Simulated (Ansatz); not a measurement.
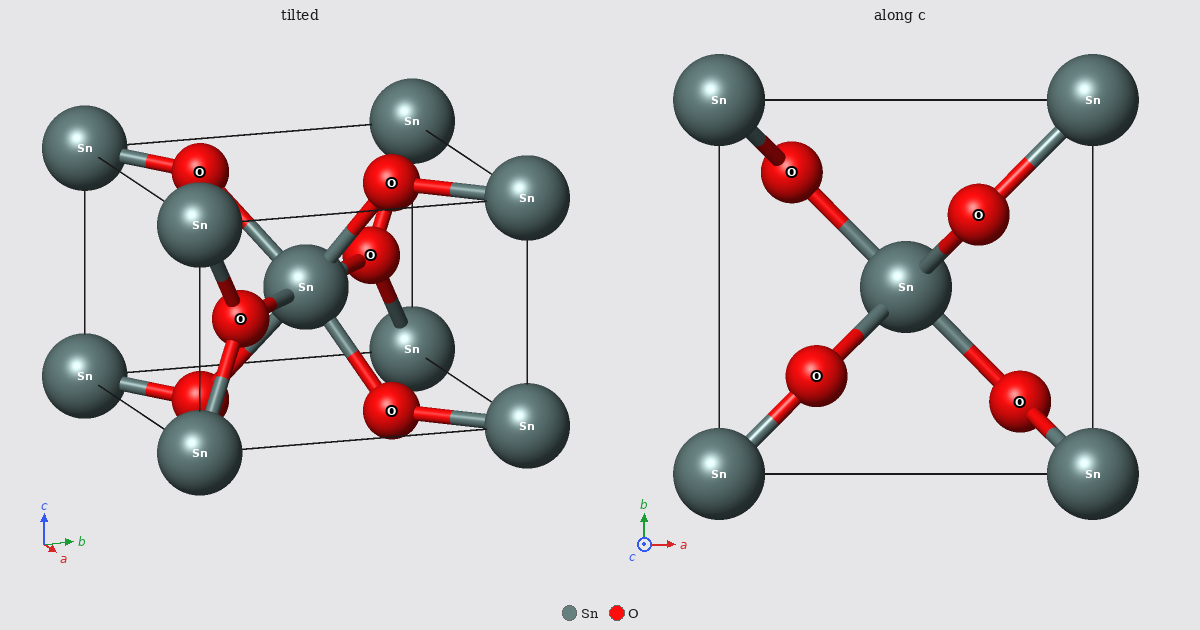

A ball-and-stick picture of a crystal structure, seen slightly off an axis and along the c axis. Thin lines show the unit cell, with boundary atoms drawn in all their periodic places.

SnO2, a = 4.72 Å, b = 4.72 Å, c = 3.19 Å, α = 90.00°, β = 90.00°, γ = 90.00°.

Method: DFT LDA, scalar-relativistic, plane waves, PAW in Ansatz 0.2.0; a plane-wave cutoff of 420 eV, 6×6×8 k-mesh, Gaussian smearing of 0.05 eV, no spin polarisation.

Question: Is it conducting or gapped at this level?

Answer: A semiconductor at this level, with a gap of 0.86 eV on the k-mesh (the true edges may lie between mesh points, so the gap can be somewhat smaller).

Question: Give the pressure and its sign.

Answer: The computed pressure is 6.9 GPa (compressed: it would expand). The stress isn't hydrostatic: its largest component is 11.7 GPa.

The model was built from a structure listed in the Materials Project. The cell was then strained or its atoms displaced on purpose. It went into a calculation with Ansatz.

At this level of theory the run's own cell isn't at rest (compressed, at 7 GPa and forces up to 10.1 eV/Å), so its distances can differ from those at equilibrium, the more so the softer the solid.
